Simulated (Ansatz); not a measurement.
Geometry relaxation, with input and output: TiAl (part 1 of 2)

System: TiAl (slab, 16 atoms in the cell).
Method: DFT r2SCAN, scalar-relativistic, plane waves, PAW, no spin polarisation (Ansatz 0.2.0).

The structure derives from an entry of the Crystallography Open Database. The input holds or restrains some coordinates. Forces given for the steps count only the free coordinates. It belongs to a series of runs on one base structure; here: clean slab, lower half held. Figures and captions count atoms from 1; the log counts them from 0 in places.

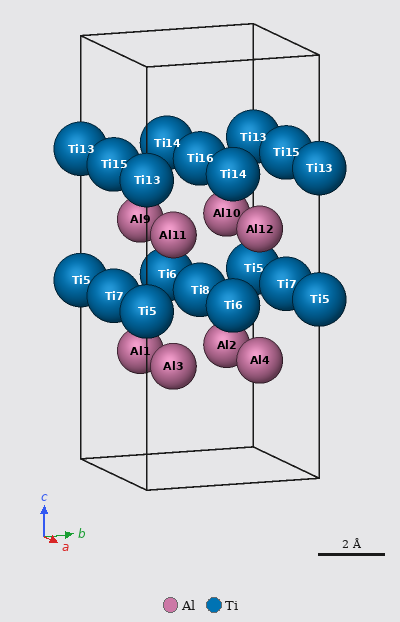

The starting structure (spheres-only view of the cell of the calculation, with the vacuum cut short, seen slightly off an axis; atoms are numbered from 1 in the order of the input). An atom can appear more than once, as a periodic image.

**Summary**

| quantity | value |
| --- | --- |
| outcome | converged under the restraints of the input |
| electrons treated | 120 |
| free energy | −24356.2636 eV |
| work function, top face | 4.54 eV |
| work function, bottom face | 4.36 eV |
| Fermi energy | 1.209 eV |
| gap on the k-point mesh | none (metallic) |
| final volume | 729.81 Å³ |
| work function (upper face) | 4.54 eV |
| largest force (length of the vector) at the end, held atoms and coordinates included | 0.479 eV/Å |
| hardware | 2 threads of Intel Xeon (Sapphire Rapids), 192 GiB of memory available, shared host |
| wall time | 2.6 min (CPU time 4.9 min) |
| peak memory | 2.3 GiB |

**The input**
```yaml
crystal:
  lattice:
    - [5.6211242025, 0.0, 0.0]
    - [0.0, 5.6211242025, 0.0]
    - [0.0, 0.0, 23.0975011291]
  atoms:
    - { symbol: Al, position: [0.25, 0.25, 0.3680051774] }
    - { symbol: Al, position: [0.25, 0.75, 0.3680051774] }
    - { symbol: Al, position: [0.75, 0.25, 0.3680051774] }
    - { symbol: Al, position: [0.75, 0.75, 0.3680051774] }
    - { symbol: Ti, position: [0.0, 0.0, 0.4560017258] }
    - { symbol: Ti, position: [0.0, 0.5, 0.4560017258] }
    - { symbol: Ti, position: [0.5, 0.0, 0.4560017258] }
    - { symbol: Ti, position: [0.5, 0.5, 0.4560017258] }
    - { symbol: Al, position: [0.25, 0.25, 0.5439982742] }
    - { symbol: Al, position: [0.25, 0.75, 0.5439982742] }
    - { symbol: Al, position: [0.75, 0.25, 0.5439982742] }
    - { symbol: Al, position: [0.75, 0.75, 0.5439982742] }
    - { symbol: Ti, position: [0.0, 0.0, 0.6319948226] }
    - { symbol: Ti, position: [0.0, 0.5, 0.6319948226] }
    - { symbol: Ti, position: [0.5, 0.0, 0.6319948226] }
    - { symbol: Ti, position: [0.5, 0.5, 0.6319948226] }
basis:
  ecutwfc: 500
kpoints:
  mp_grid: { grid: [5, 5, 1] }
hamiltonian:
  xc: r2scan
scf:
  occupations: { method: gaussian, width: 0.1 }
output:
  forces: true
  eigenvalues: true
relax:
  adjacent_minimum: "off"
  f_tol: 0.03
  max_steps: 70
  constraints: [{ sites: [0, 1, 2, 3, 4, 5, 6, 7] }]
efield:
  axis: 3
  dipole_correction: true
  ramp_width: 0.04
```

Launched with:
```bash
ansatz run input.yaml --threads 2 --pin off --max-ram 5120MiB --backend cpu --events-out ev --progress --plain --runs-dir out
```

**The program's output**
```
Engine: ansatz 0.2.0, x86_64-unknown-linux-gnu
Pseudopotentials: kind: paw
Pseudopotential: Al, paw, valence charge 3, recommended cutoff 500 eV (meta_gga), Al.paw.azcp
Pseudopotential: Ti, paw, valence charge 12, recommended cutoff 500 eV (meta_gga), Ti.paw.azcp
Functional definition: r2SCAN
  parameter k0 = 0.174
  parameter k1 = 0.065
  parameter a1 = 4.9479
  exchange = r2scan_x(k0 = k0, k1 = k1, a1 = a1)
  correlation = r2scan_c
Crystal: 16 atoms, lattice volume = 729.813 Å³
Basis set: ecut = 500 eV, 18529 PW (Γ), exchange–correlation on 180×180×720 points (64 copies of the dense FFT grid, shifted against one another)
Bands: 76, of which v1, the nominal top of the filled ones, is band 60 counted from 1 (59 counted from 0)
Symmetry: 32 space group operations
Space group: P4mm (ITA 99), of the structure as read, at distance tolerance 9.0e-5 Å
k-points: 6 of 25
Non-local potential: Al, projectors of the file, l = 0: 2, l = 1: 2, l = 2: 1
Non-local potential: Ti, projectors of the file, l = 0: 3, l = 1: 2, l = 2: 3, l = 3: 1
PAW form: soft (Blöchl's): semilocal exchange-correlation on the pseudo side does not see the compensation charge
PAW frozen core: Al, regenerated for the run's functional (the file was generated under x = pbe(κ = 0.804, μ = 0.2195149727645171), c = pbe(β = 0.06672455060314922))
PAW frozen core: Ti, regenerated for the run's functional (the file was generated under x = pbe(κ = 0.804, μ = 0.2195149727645171), c = pbe(β = 0.06672455060314922))
PAW one-centre angular grid: Al, 302 points (default); XC on 160 Gauss nodes
PAW one-centre angular grid: Ti, 590 points (default); XC on 160 Gauss nodes
Initial density: superposition of atomic densities (neutral atoms: chi_scale 0, normalization atom), corrected by the library's trained network
Initial wavefunctions: pseudopotential atomic-orbital guess
Functional: x = r2scan, c = r2scan; τ floored in thin density (d = 2e-4 eV/Å³)
SCF iter   1: F=—  HF=-24356.149457 eV  |F-HF|=—  |Δ(HF+E_count)|=         —  Δρ=1.19e-2  dr2=6.64e0  dr2_τ=1.67e-1  ethr=1.77e-3  p=0.009 e·Å  D=2.21e-3 V/Å  ΔV_dip=-0.05 eV  dr2_dipole=1.54e0  V_vac-E_F(+/−)=4.12/4.17 eV  ⟨swp⟩=8.0  Hψ=2194  notcnv=0
efield: sawtooth ramp at fractional position 0.9800 (placed from the atoms, in the widest stretch of the axis that holds none; the zero of the levels goes with the place), width 0.0400; the density the first Hamiltonian is built on has a dipole p = 0.009 e·Å; the dipole correction subtracts the counter field D = 2.21e-3 V/Å, which shifts the + side's vacuum level by -0.05 eV against the − side's; the planar-averaged density in the ramp window peaks in size at 2.3e-5 e/Å³
preconditioner: auto → LDOS  [metal: Δε(μ)=0.045 eV  Ē_g=3.892 eV  σ=0.100 eV  W_gap=0.24  n_scr=102 (ndim 8)  ℏωp=10.3 eV  f_vac=0.543  D(μ)=18.44/eV (n_scr^D=110)  β→1.0]
SCF iter   2: F=—  HF=-24356.334490 eV  |F-HF|=—  |Δ(HF+E_count)|=   1.85e-1  Δρ=1.10e-2  dr2=2.87e0  dr2_τ=9.85e-2  ethr=1.77e-3  p=-0.030 e·Å  D=-7.34e-3 V/Å  ΔV_dip=0.17 eV  dr2_dipole=3.38e-1  V_vac-E_F(+/−)=4.44/4.27 eV  ⟨swp⟩=4.0  Hψ=1086  notcnv=0  defer=29
SCF iter   3: F=—  HF=-24356.189647 eV  |F-HF|=—  |Δ(HF+E_count)|=   1.45e-1  Δρ=2.79e-3  dr2=3.26e-1  dr2_τ=3.42e-3  ethr=1.77e-3  p=-0.010 e·Å  D=-2.46e-3 V/Å  ΔV_dip=0.06 eV  dr2_dipole=6.70e-2  V_vac-E_F(+/−)=4.33/4.27 eV  ⟨swp⟩=2.7  Hψ=675  notcnv=0  defer=31
SCF iter   4: F=—  HF=-24356.182529 eV  |F-HF|=—  |Δ(HF+E_count)|=   7.12e-3  Δρ=6.62e-4  dr2=1.76e-2  dr2_τ=1.34e-4  ethr=2.72e-4  p=-0.015 e·Å  D=-3.81e-3 V/Å  ΔV_dip=0.09 eV  dr2_dipole=3.36e-3  V_vac-E_F(+/−)=4.40/4.31 eV  ⟨swp⟩=2.2  Hψ=522  notcnv=0  defer=30
SCF iter   5: F=—  HF=-24356.180954 eV  |F-HF|=—  |Δ(HF+E_count)|=   1.57e-3  Δρ=1.34e-4  dr2=8.44e-4  dr2_τ=7.77e-6  ethr=1.47e-5  p=-0.020 e·Å  D=-4.95e-3 V/Å  ΔV_dip=0.11 eV  dr2_dipole=5.04e-4  V_vac-E_F(+/−)=4.43/4.32 eV  ⟨swp⟩=2.0  Hψ=602  notcnv=0  defer=32
SCF iter   6: F=—  HF=-24356.181289 eV  |F-HF|=—  |Δ(HF+E_count)|=   3.35e-4  Δρ=9.09e-5  dr2=2.82e-4  dr2_τ=3.02e-6  ethr=7.03e-7  p=-0.025 e·Å  D=-6.16e-3 V/Å  ΔV_dip=0.14 eV  dr2_dipole=3.57e-5  V_vac-E_F(+/−)=4.46/4.32 eV  ⟨swp⟩=2.7  Hψ=563  notcnv=0  defer=32
SCF iter   7: F=—  HF=-24356.181388 eV  |F-HF|=—  |Δ(HF+E_count)|=   9.88e-5  Δρ=3.42e-5  dr2=6.69e-5  dr2_τ=4.08e-7  ethr=2.35e-7  p=-0.028 e·Å  D=-7.01e-3 V/Å  ΔV_dip=0.16 eV  dr2_dipole=4.40e-6  V_vac-E_F(+/−)=4.48/4.32 eV  ⟨swp⟩=2.8  Hψ=591  notcnv=0  defer=32
SCF iter   8: F=-24356.181395 eV  HF=-24356.181405 eV  |F-HF|=9.45e-6  |Δ(HF+E_count)|=   1.66e-5  Δρ=1.83e-5  dr2=1.14e-5  dr2_τ=1.16e-7  ethr=1.87e-8  p=-0.030 e·Å  D=-7.49e-3 V/Å  ΔV_dip=0.17 eV  dr2_dipole=7.12e-7  V_vac-E_F(+/−)=4.49/4.32 eV  ⟨swp⟩=16.7  Hψ=2277  notcnv=0
SCF 1 converged in 8 iterations: F = -24356.181395 eV  dr2 = 1.14e-5
  greatest PAW one-centre occupation: 1.001 electrons in one spin orbital (limit 2), on the Ti atom at site 15 (counted from 0), in its partial waves of l = 1
relax step   1: F+E_penalty+E_count = -24356.18139507 eV  Δ(F+E_penalty+E_count) = +0.000e0 eV  max|allowed force component| = 4.838e-1 eV/Å  Δτ_max = 0.0000 Å  (8 SCF iters, dr2 threshold 2.25e-5 eV, accepted)
Initial density: handed on by an earlier stage of this run
Initial wavefunctions: those handed on with the density
iter 1 solved again at ethr=1.38e-3 eV; its pass at ethr=3.10e-3 eV (dr2=1.65e0 eV) is discarded
SCF iter   1: F=—  HF=-24355.153848 eV  |F-HF|=—  |Δ(HF+E_count)|=         —  Δρ=7.45e-3  dr2=1.64e0  dr2_τ=4.10e0  ethr=1.38e-3  p=-0.030 e·Å  D=-7.49e-3 V/Å  ΔV_dip=0.17 eV  dr2_dipole=1.09e-1  V_vac-E_F(+/−)=4.50/4.33 eV  ⟨swp⟩=1.3  Hψ=1777  notcnv=0  defer=29
efield: sawtooth ramp at fractional position 0.9800 (handed on by an earlier solve), width 0.0400; the density the first Hamiltonian is built on has a dipole p = -0.030 e·Å; the dipole correction subtracts the counter field D = -7.49e-3 V/Å, which shifts the + side's vacuum level by +0.17 eV against the − side's; the planar-averaged density in the ramp window peaks in size at 1.1e-6 e/Å³
preconditioner: auto → LDOS  [metal: Δε(μ)=0.058 eV  Ē_g=3.869 eV  σ=0.100 eV  W_gap=0.30  n_scr=102 (ndim 8)  ℏωp=10.3 eV  f_vac=0.547  D(μ)=25.57/eV (n_scr^D=206)  β→1.0]
SCF iter   2: F=—  HF=-24356.415515 eV  |F-HF|=—  |Δ(HF+E_count)|=    1.26e0  Δρ=8.45e-3  dr2=1.51e0  dr2_τ=2.48e-2  ethr=1.37e-3  p=0.022 e·Å  D=5.45e-3 V/Å  ΔV_dip=-0.13 eV  dr2_dipole=2.41e-1  V_vac-E_F(+/−)=4.26/4.39 eV  ⟨swp⟩=3.2  Hψ=820  notcnv=0  defer=29
SCF iter   3: F=—  HF=-24356.202261 eV  |F-HF|=—  |Δ(HF+E_count)|=   2.13e-1  Δρ=1.80e-3  dr2=2.84e-1  dr2_τ=1.43e-3  ethr=1.26e-3  p=-0.009 e·Å  D=-2.31e-3 V/Å  ΔV_dip=0.05 eV  dr2_dipole=1.17e-1  V_vac-E_F(+/−)=4.45/4.39 eV  ⟨swp⟩=2.2  Hψ=675  notcnv=0  defer=46
SCF iter   4: F=—  HF=-24356.201556 eV  |F-HF|=—  |Δ(HF+E_count)|=   7.05e-4  Δρ=1.08e-3  dr2=1.32e-1  dr2_τ=9.09e-5  ethr=2.37e-4  p=-0.013 e·Å  D=-3.22e-3 V/Å  ΔV_dip=0.07 eV  dr2_dipole=5.78e-2  V_vac-E_F(+/−)=4.46/4.39 eV  ⟨swp⟩=2.0  Hψ=530  notcnv=0  defer=46
SCF iter   5: F=—  HF=-24356.200976 eV  |F-HF|=—  |Δ(HF+E_count)|=   5.80e-4  Δρ=5.64e-4  dr2=6.19e-3  dr2_τ=1.19e-4  ethr=1.10e-4  p=-0.027 e·Å  D=-6.79e-3 V/Å  ΔV_dip=0.16 eV  dr2_dipole=1.44e-3  V_vac-E_F(+/−)=4.54/4.39 eV  ⟨swp⟩=2.0  Hψ=496  notcnv=0  defer=46
SCF iter   6: F=—  HF=-24356.200211 eV  |F-HF|=—  |Δ(HF+E_count)|=   7.65e-4  Δρ=7.77e-5  dr2=1.61e-4  dr2_τ=1.74e-6  ethr=5.16e-6  p=-0.027 e·Å  D=-6.60e-3 V/Å  ΔV_dip=0.15 eV  dr2_dipole=3.16e-5  V_vac-E_F(+/−)=4.54/4.39 eV  ⟨swp⟩=2.8  Hψ=609  notcnv=0  defer=46
SCF iter   7: F=—  HF=-24356.200243 eV  |F-HF|=—  |Δ(HF+E_count)|=   3.24e-5  Δρ=4.81e-5  dr2=4.10e-5  dr2_τ=9.36e-7  ethr=1.34e-7  p=-0.029 e·Å  D=-7.16e-3 V/Å  ΔV_dip=0.17 eV  dr2_dipole=7.84e-8  V_vac-E_F(+/−)=4.55/4.39 eV  ⟨swp⟩=2.8  Hψ=750  notcnv=0  defer=46
SCF iter   8: F=—  HF=-24356.200259 eV  |F-HF|=—  |Δ(HF+E_count)|=   1.63e-5  Δρ=2.34e-5  dr2=2.82e-5  dr2_τ=1.50e-7  ethr=1.22e-8  p=-0.031 e·Å  D=-7.59e-3 V/Å  ΔV_dip=0.18 eV  dr2_dipole=2.11e-6  V_vac-E_F(+/−)=4.57/4.39 eV  ⟨swp⟩=16.3  Hψ=2368  notcnv=0
SCF iter   9: F=-24356.200260 eV  HF=-24356.200263 eV  |F-HF|=2.50e-6  |Δ(HF+E_count)|=   3.56e-6  Δρ=1.19e-5  dr2=3.64e-6  dr2_τ=3.16e-8  ethr=1.22e-8  p=-0.031 e·Å  D=-7.80e-3 V/Å  ΔV_dip=0.18 eV  dr2_dipole=3.36e-8  V_vac-E_F(+/−)=4.57/4.39 eV  ⟨swp⟩=4.2  Hψ=1587  notcnv=0
SCF 2 converged in 9 iterations: F = -24356.200260 eV  dr2 = 3.64e-6
relax step   2: F+E_penalty+E_count = -24356.20026037 eV  Δ(F+E_penalty+E_count) = -1.887e-2 eV  max|allowed force component| = 4.681e-1 eV/Å  Δτ_max = 0.1306 Å  (9 SCF iters, dr2 threshold 1.46e-5 eV, accepted)
SCF iter   1: F=—  HF=-24355.963225 eV  |F-HF|=—  |Δ(HF+E_count)|=         —  Δρ=3.11e-3  dr2=3.51e-1  dr2_τ=5.48e-1  ethr=1.92e-3  p=-0.031 e·Å  D=-7.80e-3 V/Å  ΔV_dip=0.18 eV  dr2_dipole=2.07e-2  V_vac-E_F(+/−)=4.55/4.37 eV  ⟨swp⟩=3.0  Hψ=836  notcnv=0  defer=39
efield: sawtooth ramp at fractional position 0.9800 (handed on by an earlier solve), width 0.0400; the density the first Hamiltonian is built on has a dipole p = -0.031 e·Å; the dipole correction subtracts the counter field D = -7.80e-3 V/Å, which shifts the + side's vacuum level by +0.18 eV against the − side's; the planar-averaged density in the ramp window peaks in size at 5.5e-7 e/Å³
preconditioner: auto → LDOS  [metal: Δε(μ)=0.071 eV  Ē_g=3.809 eV  σ=0.100 eV  W_gap=0.37  n_scr=102 (ndim 8)  ℏωp=10.3 eV  f_vac=0.541  D(μ)=20.07/eV (n_scr^D=120)  β→1.0]
SCF iter   2: F=—  HF=-24356.285943 eV  |F-HF|=—  |Δ(HF+E_count)|=   3.23e-1  Δρ=3.28e-3  dr2=2.47e-1  dr2_τ=6.13e-3  ethr=2.92e-4  p=-0.043 e·Å  D=-1.07e-2 V/Å  ΔV_dip=0.25 eV  dr2_dipole=1.16e-3  V_vac-E_F(+/−)=4.63/4.38 eV  ⟨swp⟩=2.8  Hψ=916  notcnv=0  defer=38
SCF iter   3: F=—  HF=-24356.262851 eV  |F-HF|=—  |Δ(HF+E_count)|=   2.31e-2  Δρ=5.84e-4  dr2=3.51e-3  dr2_τ=2.68e-4  ethr=2.06e-4  p=-0.035 e·Å  D=-8.59e-3 V/Å  ΔV_dip=0.20 eV  dr2_dipole=7.77e-5  V_vac-E_F(+/−)=4.57/4.37 eV  ⟨swp⟩=2.0  Hψ=579  notcnv=0  defer=38
SCF iter   4: F=—  HF=-24356.262634 eV  |F-HF|=—  |Δ(HF+E_count)|=   2.17e-4  Δρ=2.43e-4  dr2=8.32e-4  dr2_τ=1.42e-5  ethr=2.92e-6  p=-0.036 e·Å  D=-8.81e-3 V/Å  ΔV_dip=0.20 eV  dr2_dipole=2.19e-6  V_vac-E_F(+/−)=4.57/4.37 eV  ⟨swp⟩=3.0  Hψ=742  notcnv=0  defer=38
SCF iter   5: F=—  HF=-24356.262613 eV  |F-HF|=—  |Δ(HF+E_count)|=   2.11e-5  Δρ=6.34e-5  dr2=1.09e-4  dr2_τ=8.30e-7  ethr=6.93e-7  p=-0.034 e·Å  D=-8.55e-3 V/Å  ΔV_dip=0.20 eV  dr2_dipole=3.84e-5  V_vac-E_F(+/−)=4.56/4.37 eV  ⟨swp⟩=2.2  Hψ=538  notcnv=0  defer=38
SCF iter   6: F=—  HF=-24356.262612 eV  |F-HF|=—  |Δ(HF+E_count)|=   6.74e-7  Δρ=2.46e-5  dr2=3.01e-5  dr2_τ=2.08e-7  ethr=9.09e-8  p=-0.034 e·Å  D=-8.34e-3 V/Å  ΔV_dip=0.19 eV  dr2_dipole=1.34e-5  V_vac-E_F(+/−)=4.56/4.37 eV  ⟨swp⟩=2.2  Hψ=581  notcnv=0  defer=38
SCF iter   7: F=-24356.262608 eV  HF=-24356.262615 eV  |F-HF|=7.18e-6  |Δ(HF+E_count)|=   2.97e-6  Δρ=1.78e-5  dr2=9.00e-6  dr2_τ=1.58e-7  ethr=1.14e-8  p=-0.032 e·Å  D=-8.05e-3 V/Å  ΔV_dip=0.19 eV  dr2_dipole=2.97e-6  V_vac-E_F(+/−)=4.55/4.37 eV  ⟨swp⟩=14.0  Hψ=2201  notcnv=0
SCF 3 converged in 7 iterations: F = -24356.262608 eV  dr2 = 9.00e-6
relax step   3: F+E_penalty+E_count = -24356.26260764 eV  Δ(F+E_penalty+E_count) = -6.235e-2 eV  max|allowed force component| = 5.056e-2 eV/Å  Δτ_max = 0.0471 Å  (7 SCF iters, dr2 threshold 1.37e-5 eV, accepted)
SCF iter   1: F=—  HF=-24356.231063 eV  |F-HF|=—  |Δ(HF+E_count)|=         —  Δρ=7.48e-4  dr2=4.63e-2  dr2_τ=5.75e-2  ethr=2.78e-4  p=-0.032 e·Å  D=-8.05e-3 V/Å  ΔV_dip=0.19 eV  dr2_dipole=1.40e-2  V_vac-E_F(+/−)=4.55/4.37 eV  ⟨swp⟩=2.0  Hψ=661  notcnv=0  defer=33
efield: sawtooth ramp at fractional position 0.9800 (handed on by an earlier solve), width 0.0400; the density the first Hamiltonian is built on has a dipole p = -0.032 e·Å; the dipole correction subtracts the counter field D = -8.05e-3 V/Å, which shifts the + side's vacuum level by +0.19 eV against the − side's; the planar-averaged density in the ramp window peaks in size at 7.8e-7 e/Å³
preconditioner: auto → LDOS  [metal: Δε(μ)=0.060 eV  Ē_g=3.804 eV  σ=0.100 eV  W_gap=0.32  n_scr=102 (ndim 8)  ℏωp=10.3 eV  f_vac=0.541  D(μ)=22.43/eV (n_scr^D=148)  β→1.0]
SCF iter   2: F=—  HF=-24356.265143 eV  |F-HF|=—  |Δ(HF+E_count)|=   3.41e-2  Δρ=8.56e-4  dr2=1.45e-2  dr2_τ=1.16e-4  ethr=3.86e-5  p=-0.036 e·Å  D=-8.87e-3 V/Å  ΔV_dip=0.20 eV  dr2_dipole=5.44e-8  V_vac-E_F(+/−)=4.57/4.36 eV  ⟨swp⟩=2.2  Hψ=843  notcnv=0  defer=33
SCF iter   3: F=—  HF=-24356.263649 eV  |F-HF|=—  |Δ(HF+E_count)|=   1.49e-3  Δρ=1.67e-4  dr2=5.30e-4  dr2_τ=8.05e-5  ethr=1.21e-5  p=-0.033 e·Å  D=-8.25e-3 V/Å  ΔV_dip=0.19 eV  dr2_dipole=1.25e-4  V_vac-E_F(+/−)=4.55/4.36 eV  ⟨swp⟩=2.0  Hψ=506  notcnv=0  defer=33
SCF iter   4: F=—  HF=-24356.263701 eV  |F-HF|=—  |Δ(HF+E_count)|=   5.15e-5  Δρ=6.43e-5  dr2=1.52e-4  dr2_τ=1.72e-6  ethr=4.41e-7  p=-0.033 e·Å  D=-8.24e-3 V/Å  ΔV_dip=0.19 eV  dr2_dipole=2.05e-5  V_vac-E_F(+/−)=4.55/4.36 eV  ⟨swp⟩=3.0  Hψ=617  notcnv=0  defer=33
SCF iter   5: F=—  HF=-24356.263702 eV  |F-HF|=—  |Δ(HF+E_count)|=   1.84e-6  Δρ=1.52e-5  dr2=3.54e-6  dr2_τ=9.96e-8  ethr=1.27e-7  p=-0.033 e·Å  D=-8.12e-3 V/Å  ΔV_dip=0.19 eV  dr2_dipole=1.22e-7  V_vac-E_F(+/−)=4.55/4.36 eV  ⟨swp⟩=2.0  Hψ=508  notcnv=0  defer=33
SCF iter   6: F=—  HF=-24356.263636 eV  |F-HF|=—  |Δ(HF+E_count)|=   6.60e-5  Δρ=9.92e-6  dr2=3.04e-6  dr2_τ=3.20e-8  ethr=2.95e-9  p=-0.032 e·Å  D=-8.02e-3 V/Å  ΔV_dip=0.19 eV  dr2_dipole=2.08e-8  V_vac-E_F(+/−)=4.54/4.36 eV  ⟨swp⟩=3.2  Hψ=782  notcnv=0  defer=33
SCF iter   7: F=—  HF=-24356.263637 eV  |F-HF|=—  |Δ(HF+E_count)|=   6.23e-7  Δρ=4.26e-6  dr2=7.97e-7  dr2_τ=6.04e-9  ethr=2.53e-9  p=-0.032 e·Å  D=-7.90e-3 V/Å  ΔV_dip=0.18 eV  dr2_dipole=8.53e-8  V_vac-E_F(+/−)=4.54/4.36 eV  ⟨swp⟩=2.3  Hψ=539  notcnv=0  defer=33
SCF iter   8: F=-24356.263637 eV  HF=-24356.263637 eV  |F-HF|=1.84e-8  |Δ(HF+E_count)|=   1.27e-7  Δρ=1.74e-6  dr2=4.96e-8  dr2_τ=1.23e-9  ethr=8.33e-11  p=-0.032 e·Å  D=-7.84e-3 V/Å  ΔV_dip=0.18 eV  dr2_dipole=5.28e-11  V_vac-E_F(+/−)=4.54/4.36 eV  ⟨swp⟩=11.2  Hψ=2204  notcnv=0
SCF 4 converged in 8 iterations: F = -24356.263637 eV  dr2 = 4.96e-8
relax step   4: F+E_penalty+E_count = -24356.26363708 eV  Δ(F+E_penalty+E_count) = -1.029e-3 eV  max|allowed force component| = 5.994e-3 eV/Å  Δτ_max = 0.0154 Å  (8 SCF iters, accepted)
iter 1 solved again at ethr=4.04e-11 eV; its pass at ethr=3.10e-3 eV (dr2=4.85e-8 eV) is discarded
SCF iter   1: F=—  HF=-24356.263637 eV  |F-HF|=—  |Δ(HF+E_count)|=         —  Δρ=1.74e-6  dr2=4.95e-8  dr2_τ=1.23e-9  ethr=4.04e-11  p=-0.032 e·Å  D=-7.84e-3 V/Å  ΔV_dip=0.18 eV  dr2_dipole=5.29e-11  V_vac-E_F(+/−)=4.54/4.36 eV  ⟨swp⟩=1.0  Hψ=1282  notcnv=0
efield: sawtooth ramp at fractional position 0.9800 (kept from the solve that this one continues, or follows in the run), width 0.0400; the density the first Hamiltonian is built on has a dipole p = -0.032 e·Å; the dipole correction subtracts the counter field D = -7.84e-3 V/Å, which shifts the + side's vacuum level by +0.18 eV against the − side's; the planar-averaged density in the ramp window peaks in size at 6.7e-7 e/Å³
preconditioner: auto → LDOS  [metal: Δε(μ)=0.030 eV  Ē_g=3.809 eV  σ=0.100 eV  W_gap=0.17  n_scr=102 (ndim 8)  ℏωp=10.3 eV  f_vac=0.542  D(μ)=22.20/eV (n_scr^D=148)  β→1.0]
SCF iter   2: F=-24356.263637 eV  HF=-24356.263637 eV  |F-HF|=2.92e-8  |Δ(HF+E_count)|=   1.78e-8  Δρ=1.48e-6  dr2=4.01e-8  dr2_τ=1.21e-9  ethr=4.04e-11  p=-0.032 e·Å  D=-7.83e-3 V/Å  ΔV_dip=0.18 eV  dr2_dipole=2.88e-9  V_vac-E_F(+/−)=4.54/4.36 eV  ⟨swp⟩=5.3  Hψ=1518  notcnv=0
SCF 5 converged in 2 iterations: F = -24356.263637 eV  dr2 = 4.01e-8
```
